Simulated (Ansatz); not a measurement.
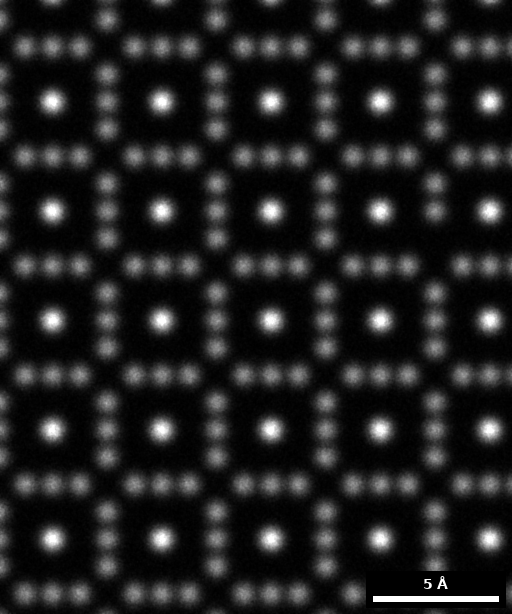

HAADF-like image of Co (Pm-3n, No. 223) along [001]. The image is simulated as a sum over atoms of Z^1.8, blurred by a 0.69 Å probe (no channelling). Shot noise was added.

The sample is 1 repeat (4.4 Å) thick. One point defect was put into the perfect crystal, without relaxing the atoms around it. Brightness is counted from the darkest point of the image. Host structure: the input geometry of an electronic-structure calculation (not necessarily at equilibrium); the starting structure was generated, so it need not be a known form of this composition.

Question: Where is the defect (in Å from the left and the top edge), and what does its contrast suggest?

Answer: At about 18 Å from the left and 10 Å from the top. The column has all but vanished there, which points to a vacancy or a much lighter atom. The column holds 1 atom (Co) through the sample, and one Co atom is missing, so its peak vanishes.
